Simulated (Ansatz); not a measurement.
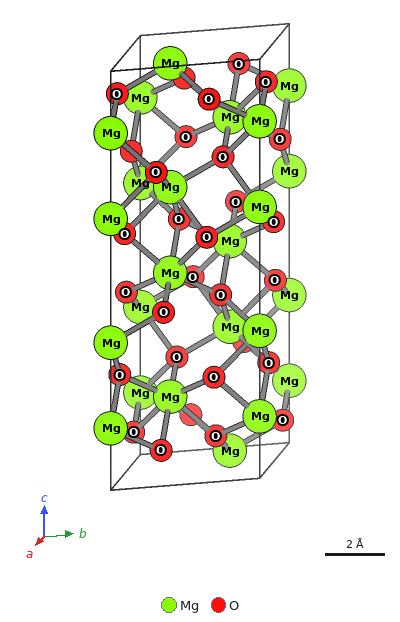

Fig. 1: The input geometry (ball-and-stick view of the cell 3 times as large as that of the calculation, set on its symmetry axes, seen slightly off an axis).

**Single-point calculation, with input and output: Mg2O3**

The run: single-point calculation of Mg2O3 (10 atoms in the cell). Method and program: DFT PBE, scalar-relativistic, plane waves, PAW, spin-polarised (Ansatz 0.2.0).

The structure was made by swapping elements on the sites of another compound; it need not be a known phase. It belongs to a series of runs on one base structure; here: corundum type (R-3c, No. 167). Figures and captions count atoms from 1; the log counts them from 0 in places.

### Output
```
Engine: ansatz 0.2.0, x86_64-unknown-linux-gnu
Pseudopotentials: kind: paw
Pseudopotential: Mg, paw, valence charge 10, recommended cutoff 420 eV (normal), Mg.paw.azcp
Pseudopotential: O, paw, valence charge 6, recommended cutoff 420 eV (normal), O.paw.azcp
Functional definition: PBE
  parameter kappa = 0.804
  parameter beta = 0.06672455060314922
  exchange = pbe_x(kappa = kappa, mu = beta*pi^2/3)
  correlation = pbe_c(beta = beta)
Crystal: 10 atoms, lattice volume = 122.057 Å³
Basis set: ecut = 420 eV, 2363 PW (Γ), exchange–correlation on 80×80×80 points (8 copies of the dense FFT grid, shifted against one another)
Bands: 51, of which v1, the nominal top of the filled ones, is band 38 counted from 1 (37 counted from 0)
Symmetry: 12 space group operations
Space group: R-3c (ITA 167), of the structure as read, at distance tolerance 5.0e-5 Å
Magnetic group: BNS 167.103 (UNI 1333), of the structure as read, at distance tolerance 5.0e-5 Å
k-points: 32 of 216
Non-local potential: Mg, projectors of the file, l = 0: 3, l = 1: 2, l = 2: 1
Non-local potential: O, projectors of the file, l = 0: 2, l = 1: 2, l = 2: 1
PAW form: soft (Blöchl's): semilocal exchange-correlation on the pseudo side does not see the compensation charge
PAW one-centre angular grid: Mg, 110 points (default); XC on 64 Gauss nodes
PAW one-centre angular grid: O, 110 points (default); XC on 64 Gauss nodes
Initial density: superposition of atomic densities (chi_scale 0.1, normalization cell, long waves kept (reshape's long-wave potential 0.01 eV rms))
Starting moments: Σ|m| = 6 μB on 6 of 10 sites
Initial wavefunctions: pseudopotential atomic-orbital guess
Functional: x = pbe(κ = 0.804, μ = 0.2195149727645171), c = pbe(β = 0.06672455060314922)
SCF iter   1: F=—  HF=-11102.278492 eV  |F-HF|=—  |Δ(HF+E_count)|=         —  Δρ=4.96e-2 (↑4.17e-2 ↓4.96e-2)  dr2=4.33e0  dr2_m=6.90e-1  M=4.000 μB ∫|m|=4.287 μB  β_m=0.30  ethr=3.10e-3  ⟨swp⟩=7.9  Hψ=14441  notcnv=0  defer=12
preconditioner: auto → Kerker (q_TF=auto, 2.521 Å⁻¹)  [metal: Δε(μ)=0.003 eV  Ē_g=14.435 eV  σ=0.100 eV  W_gap=0.02  n_scr=26 (ndim 8)  ℏωp=22.3 eV  f_vac=0.000  D(μ)=6.08/eV (n_scr^D=58)]
spin=Collinear: Kerker preconditioning applied to the charge; magnetization (m = ρ↑ − ρ↓) channel mixes plain (no charge-response kernel on spin).
SCF iter   2: F=—  HF=-11101.866351 eV  |F-HF|=—  |Δ(HF+E_count)|=   4.12e-1  Δρ=3.81e-2 (↑2.84e-2 ↓3.81e-2)  dr2=2.52e0  dr2_m=4.05e-1  M=4.000 μB ∫|m|=4.256 μB  β_m=0.30  ethr=3.10e-3  ⟨swp⟩=2.0  Hψ=4154  notcnv=0  defer=382
SCF iter   3: F=—  HF=-11101.405769 eV  |F-HF|=—  |Δ(HF+E_count)|=   4.61e-1  Δρ=1.63e-2 (↑1.37e-2 ↓1.63e-2)  dr2=3.55e-1  dr2_m=1.86e-1  M=4.000 μB ∫|m|=4.220 μB  β_m=0.30  ethr=3.10e-3  ⟨swp⟩=3.1  Hψ=5874  notcnv=0  defer=379
SCF iter   4: F=—  HF=-11101.378965 eV  |F-HF|=—  |Δ(HF+E_count)|=   2.68e-2  Δρ=1.11e-2 (↑1.11e-2 ↓1.01e-2)  dr2=1.17e-1  dr2_m=1.07e-1  M=4.000 μB ∫|m|=4.207 μB  β_m=0.30  ethr=4.67e-4  ⟨swp⟩=3.0  Hψ=5990  notcnv=0  defer=380
SCF iter   5: F=—  HF=-11101.386083 eV  |F-HF|=—  |Δ(HF+E_count)|=   7.12e-3  Δρ=9.22e-3 (↑9.22e-3 ↓6.45e-3)  dr2=3.48e-2  dr2_m=6.09e-2  M=4.000 μB ∫|m|=4.195 μB  β_m=0.30  ethr=1.54e-4  ⟨swp⟩=2.2  Hψ=4451  notcnv=0  defer=380
SCF iter   6: F=—  HF=-11101.416563 eV  |F-HF|=—  |Δ(HF+E_count)|=   3.05e-2  Δρ=6.96e-3 (↑5.07e-3 ↓6.96e-3)  dr2=5.30e-3  dr2_m=3.89e-2  M=4.000 μB ∫|m|=4.186 μB  β_m=0.30  ethr=4.58e-5  ⟨swp⟩=2.0  Hψ=4382  notcnv=0  defer=376
SCF iter   7: F=—  HF=-11101.429590 eV  |F-HF|=—  |Δ(HF+E_count)|=   1.30e-2  Δρ=6.09e-3 (↑3.69e-3 ↓6.09e-3)  dr2=5.06e-3  dr2_m=2.56e-2  M=4.000 μB ∫|m|=4.181 μB  β_m=0.30  ethr=6.98e-6  ⟨swp⟩=2.5  Hψ=5426  notcnv=0  defer=376
Mixer restart at iter 7: flushing history
spin-set hold released at iteration 7 (site moments contracting): the magnetisation degrees of freedom join the quasi-Newton model from the next iteration; the mixer history was flushed
SCF iter   8: F=—  HF=-11101.438268 eV  |F-HF|=—  |Δ(HF+E_count)|=   8.68e-3  Δρ=5.19e-3 (↑2.78e-3 ↓5.19e-3)  dr2=4.77e-3  dr2_m=1.69e-2  M=4.000 μB ∫|m|=4.178 μB  β_m=0.53  ethr=6.66e-6  ⟨swp⟩=1.5  Hψ=3734  notcnv=0  defer=376
SCF iter   9: F=—  HF=-11101.453825 eV  |F-HF|=—  |Δ(HF+E_count)|=   1.56e-2  Δρ=1.69e-3 (↑4.08e-4 ↓1.69e-3)  dr2=1.98e-3  dr2_m=1.03e-3  M=4.000 μB ∫|m|=4.167 μB  β_m=0.79  ethr=6.27e-6  ⟨swp⟩=2.0  Hψ=4333  notcnv=0  defer=376
SCF iter  10: F=—  HF=-11101.454369 eV  |F-HF|=—  |Δ(HF+E_count)|=   5.44e-4  Δρ=2.12e-4 (↑1.84e-4 ↓2.12e-4)  dr2=3.00e-4  dr2_m=8.29e-6  M=4.000 μB ∫|m|=4.163 μB  β_m=0.89  ethr=2.61e-6  ⟨swp⟩=2.1  Hψ=4219  notcnv=0  defer=373
SCF iter  11: F=—  HF=-11101.454376 eV  |F-HF|=—  |Δ(HF+E_count)|=   7.69e-6  Δρ=1.05e-4 (↑8.70e-5 ↓1.05e-4)  dr2=8.60e-5  dr2_m=7.37e-7  M=4.000 μB ∫|m|=4.163 μB  β_m=0.95  ethr=3.95e-7  ⟨swp⟩=2.3  Hψ=3777  notcnv=0  defer=373
SCF iter  12: F=—  HF=-11101.454367 eV  |F-HF|=—  |Δ(HF+E_count)|=   9.44e-6  Δρ=7.11e-5 (↑6.25e-5 ↓7.11e-5)  dr2=1.58e-5  dr2_m=8.21e-7  M=4.000 μB ∫|m|=4.163 μB  β_m=0.91  ethr=1.13e-7  ⟨swp⟩=2.0  Hψ=4141  notcnv=0  defer=373
SCF iter  13: F=—  HF=-11101.454372 eV  |F-HF|=—  |Δ(HF+E_count)|=   5.02e-6  Δρ=1.90e-5 (↑1.75e-5 ↓1.90e-5)  dr2=1.52e-6  dr2_m=4.00e-8  M=4.000 μB ∫|m|=4.163 μB  β_m=0.95  ethr=2.08e-8  ⟨swp⟩=2.0  Hψ=4154  notcnv=0  defer=373
SCF iter  14: F=—  HF=-11101.454373 eV  |F-HF|=—  |Δ(HF+E_count)|=   1.66e-6  Δρ=6.45e-6 (↑4.77e-6 ↓6.45e-6)  dr2=1.06e-7  dr2_m=7.09e-9  M=4.000 μB ∫|m|=4.163 μB  β_m=0.98  ethr=2.00e-9  ⟨swp⟩=2.0  Hψ=4447  notcnv=0  defer=373
SCF iter  15: F=-11101.454374 eV  HF=-11101.454374 eV  |F-HF|=1.03e-8  |Δ(HF+E_count)|=   1.90e-7  Δρ=1.86e-6 (↑1.14e-6 ↓1.86e-6)  dr2=6.35e-9  dr2_m=8.86e-10  M=4.000 μB ∫|m|=4.163 μB  ethr=1.32e-10  ⟨swp⟩=11.0  Hψ=14645  notcnv=0
SCF 1 converged in 15 iterations: F = -11101.454374 eV  dr2 = 6.35e-9
  greatest PAW one-centre occupation: 1.000 electrons in one spin orbital (limit 2), on the Mg atom at site 3 (counted from 0), in its partial waves of l = 0
```

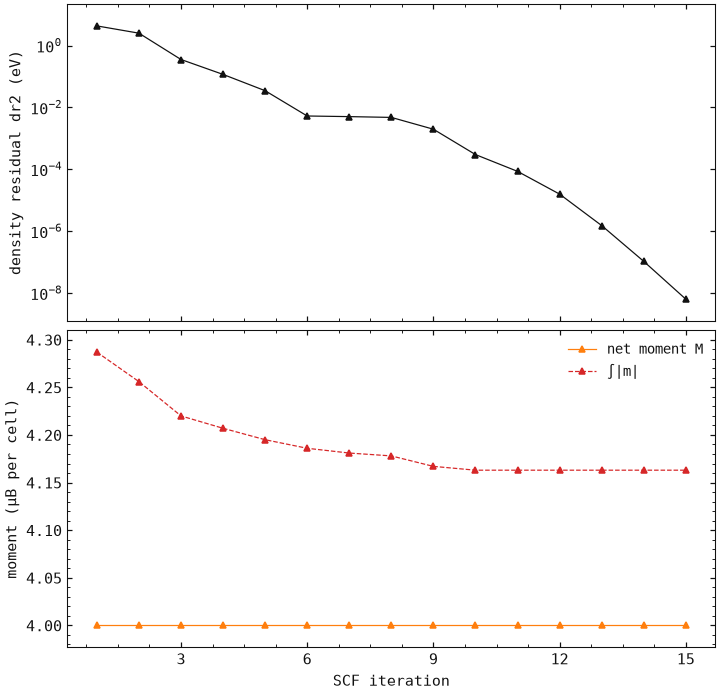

Fig. 2: Convergence of the self-consistent field: density residual dr2 and magnetic moment against the SCF iteration. The residual falls at every step. The net moment stays at 4.0 μB per cell.

```
SCF converged after 15 iterations
Magnetization: 4.0000 μB (40.0000 up, 36.0000 down)
Absolute magnetization: 4.1636 μB (∫|ρ↑−ρ↓|, with the PAW one-centre terms)
Spin contamination: 0.0180 ħ² per cell (⟨S²⟩ above its minimum at these occupations)
Per-site moments (μB) at R_I (Å): [(-0.0023500870337715344, 0.8632691269154152), (-0.0023500870337717947, 0.8632691269154155), (-0.002350087033771741, 0.8632691269154157), (-0.0023500870337718693, 0.8632691269154157), (0.605482337481766, 0.8632691269154158), (0.6054823374817658, 0.8632691269154157), (0.6054823374817656, 0.8632691269154157), (0.6054823374817658, 0.8632691269154155), (0.6054823374817654, 0.8632691269154152), (0.6054823374817658, 0.8632691269154152)]
Free energy (F): -11101.454374 eV
Harris-Foulkes:  -11101.454374 eV  (|F-HF|=1.03e-8)
Internal energy: -11101.428401 eV  (E = F + TS)
E sigma→0 (E₀):  -11101.441387 eV
Entropy (-TS):   -0.025972 eV (-2.597 meV/atom)
Fermi energy:    3.866939 eV
--- Per-component energies (eV) ---
  E_band       = -1471.752452
  E_kinetic    = 1342.233017
  E_local      = -8237.589028  (includes V_loc(G=0)·N_el)
  E_nonlocal   = 670.714851
  E_hartree    = 2892.853821
  E_xc         = -555.755670
  E_vxc        = -710.057347  (∫ρ·V_xc dr)
  E_paw        = -2115.251272  (= ΣΔE_a)
  E_vpaw       = -322.778019  (= ΣTr[D̂ρ^β])
  E_aug_tail   = 0.014283  (compensation charges beyond the density's cutoff)
  E_ewald      = -5098.648403
  E_smearing   = -0.025972  (= −TS)
  E_closure    = 0.000000  (closes the sum)
  Σ components = -11101.454374   (vs F -11101.454374, Δ=0.00e0)
--- Forces (eV/Å), atoms counted from 1 ---
  atom   1  Mg    -0.00000000    -0.00000000    -0.15569071
  atom   2  Mg    -0.00000000     0.00000000     0.15569071
  atom   3  Mg     0.00000000     0.00000000     0.15569071
  atom   4  Mg     0.00000000    -0.00000000    -0.15569071
  atom   5  O      0.19543262     0.00000000    -0.00000000
  atom   6  O     -0.09771631     0.16924961    -0.00000000
  atom   7  O     -0.09771631    -0.16924961     0.00000000
  atom   8  O     -0.19543262     0.00000000    -0.00000000
  atom   9  O      0.09771631    -0.16924961     0.00000000
  atom  10  O      0.09771631     0.16924961    -0.00000000
  max |Σ_I F_I| component: 2.78e-17 eV/Å
--- Stress (GPa, compression-positive) ---
       -7.004451       0.000000       0.000000
        0.000000      -7.004451      -0.000000
       -0.000000      -0.000000      -8.276194
  P = ⅓ Tr σ = -7.4284 GPa (-74.284 kbar)
--- Band table (eV; the first three rows and the last of 64) ---
  k-point 0 ↑: bands = ["-68.5967", "-68.5951", "-68.5947", "-68.5933", "-35.3791", "-35.3723", "-35.3561", "-35.3561", "-35.3550", "-35.3542", "-35.3529", "-35.3529", "-35.3405", "-35.3405", "-35.3379", "-35.3379", "-13.3521", "-12.4304", "-12.3317", "-12.3317", "-12.2548", "-12.2548", "-0.1227", "0.5687", "0.8037", "0.8037", "0.9122", "0.9122", "1.3322", "1.5257", "1.9823", "2.4939", "2.4939", "2.8470", "2.8470", "2.9668", "2.9668", "3.2710", "3.3380", "3.3380", "8.9260", "13.0335", "14.3341", "15.1560", "15.1560", "15.3254", "15.5545", "15.5545", "15.7396", "16.0444", "16.2109"]
  k-point 1 ↑: bands = ["-68.5966", "-68.5951", "-68.5947", "-68.5935", "-35.3786", "-35.3726", "-35.3560", "-35.3560", "-35.3552", "-35.3546", "-35.3533", "-35.3518", "-35.3401", "-35.3401", "-35.3395", "-35.3378", "-13.2869", "-12.4560", "-12.3590", "-12.3440", "-12.2719", "-12.2540", "-0.0202", "0.3803", "0.6552", "0.7742", "0.7842", "1.2013", "1.6268", "1.8075", "2.1280", "2.3564", "2.4817", "2.7959", "2.8374", "2.8785", "2.9005", "3.0335", "3.2396", "3.3007", "9.3676", "13.3032", "13.9622", "14.4667", "14.5842", "15.1996", "15.7398", "15.7836", "15.8941", "16.1019", "16.1491"]
  k-point 2 ↑: bands = ["-68.5962", "-68.5952", "-68.5946", "-68.5938", "-35.3772", "-35.3736", "-35.3565", "-35.3564", "-35.3554", "-35.3552", "-35.3525", "-35.3492", "-35.3429", "-35.3402", "-35.3388", "-35.3376", "-13.1075", "-12.6157", "-12.3579", "-12.3450", "-12.3112", "-12.2669", "0.1386", "0.3677", "0.3994", "0.7555", "0.8712", "1.6716", "1.8360", "2.0078", "2.2522", "2.3045", "2.3459", "2.4916", "2.6489", "2.7912", "2.8832", "2.9357", "3.1427", "3.1724", "10.4073", "12.8880", "13.8324", "13.9111", "14.0934", "14.9613", "15.6566", "15.7631", "15.9618", "16.0266", "16.3453"]
  k-point 31 ↓: bands = ["-68.6005", "-68.6005", "-68.5983", "-68.5983", "-35.3782", "-35.3782", "-35.3610", "-35.3610", "-35.3601", "-35.3601", "-35.3601", "-35.3601", "-35.3440", "-35.3440", "-35.3440", "-35.3440", "-11.9264", "-11.9264", "-11.2334", "-11.2334", "-11.2334", "-11.2334", "1.2765", "1.2765", "1.8602", "1.8602", "1.8602", "1.8602", "2.0329", "2.0329", "3.2618", "3.2618", "3.3136", "3.3136", "3.3136", "3.3136", "4.2301", "4.2301", "4.2301", "4.2301", "11.5510", "11.5510", "15.2257", "15.2257", "15.5134", "15.5134", "15.5134", "15.5134", "16.1200", "16.1200", "17.7754"]
--- Löwdin populations: 10 sites ---
  site symbol       q [e]    m [muB]
     0     Mg      8.4293    -0.0219
     1     Mg      8.4293    -0.0219
     2     Mg      8.4293    -0.0219
     3     Mg      8.4293    -0.0219
     4      O      6.9687     0.6920
     5      O      6.9687     0.6920
     6      O      6.9687     0.6920
     7      O      6.9687     0.6920
     8      O      6.9687     0.6920
     9      O      6.9687     0.6920
  spilling = 0.006196 (of n_electrons = 76.000000)
```

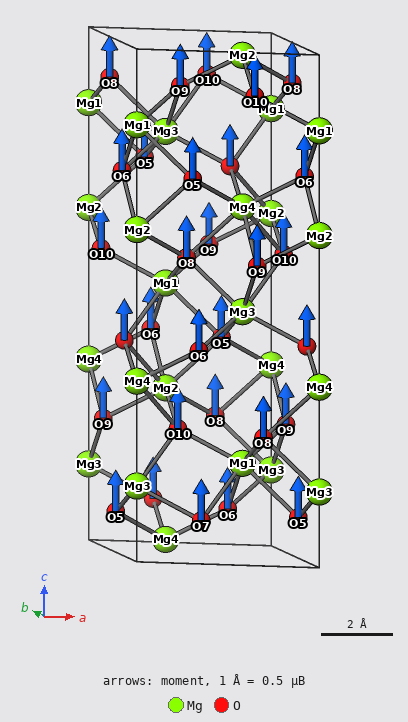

Fig. 3: Magnetic moments of the sites as blue arrows (ball-and-stick view of the cell 3 times as large as that of the calculation, set on its symmetry axes, seen slightly off an axis; atoms are numbered from 1 in the order of the input); small moments hardly show. The run is collinear, so the axis drawn is arbitrary. Site moments: all 6 O atoms (0.61 μB). They are counted near the atoms and needn't add up to the moment of the cell.

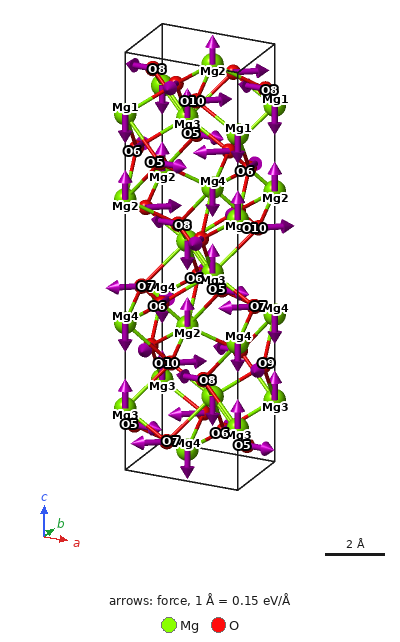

Fig. 4: Forces on the atoms as pink arrows (ball-and-stick view of the cell 3 times as large as that of the calculation, set on its symmetry axes, seen slightly off an axis; atoms are numbered from 1 in the order of the input). The largest act on all 6 O atoms (0.20 eV/Å); all 4 Mg atoms (0.16 eV/Å). The geometry is not a stationary point of this energy.

The run was set up as follows.

### Input file
```yaml
crystal:
  lattice:
    - [2.6850685501, 1.5502250502, 4.8872279795]
    - [-2.6850685501, 1.5502250502, 4.8872279795]
    - [0.0, -3.1004501004, 4.8872279795]
  atoms:
    - { symbol: Mg, position: [0.85218, 0.85218, 0.85218] }
    - { symbol: Mg, position: [0.64782, 0.64782, 0.64782] }
    - { symbol: Mg, position: [0.14782, 0.14782, 0.14782] }
    - { symbol: Mg, position: [0.35218, 0.35218, 0.35218] }
    - { symbol: O, position: [0.05625, 0.44375, 0.75], spin: 1.0 }
    - { symbol: O, position: [0.75, 0.05625, 0.44375], spin: 1.0 }
    - { symbol: O, position: [0.44375, 0.75, 0.05625], spin: 1.0 }
    - { symbol: O, position: [0.94375, 0.55625, 0.25], spin: 1.0 }
    - { symbol: O, position: [0.25, 0.94375, 0.55625], spin: 1.0 }
    - { symbol: O, position: [0.55625, 0.25, 0.94375], spin: 1.0 }
basis:
  ecutwfc: 420
kpoints:
  mp_grid: { grid: [6, 6, 6] }
hamiltonian:
  xc: pbe
scf:
  occupations: { method: gaussian, width: 0.1 }
  lower_state_search: "off"
output:
  forces: true
  stress: true
  eigenvalues: true
  populations: true
magnetization:
  spin_polarized: true
```

Launch command:
```bash
ansatz run input.yaml --threads 1 --pin off --max-ram 2560MiB --backend cpu --events-out ev --progress --plain --runs-dir out
```

### Summary

| quantity | value |
| --- | --- |
| outcome | converged |
| space group (tolerance 0.01 Å) | R-3c (167) |
| electrons treated | 76 |
| free energy | −11101.4544 eV |
| Fermi energy | 3.867 eV |
| gap on the k-point mesh | none (metallic) |
| net moment of the cell | 4.00 μB |
| integrated absolute moment | 4.16 μB |
| pressure | −7.43 GPa |
| largest force (length of the vector) | 0.195 eV/Å |
| hardware | 1 thread of Intel Xeon @ 2.90GHz (Ice Lake), 192 GiB of memory available, shared host |
| wall time | 27 s |
| peak memory | 0.6 GiB |

### Notes

The cell is under a tension of 7.4 GPa at this level, so it is not at its equilibrium volume.
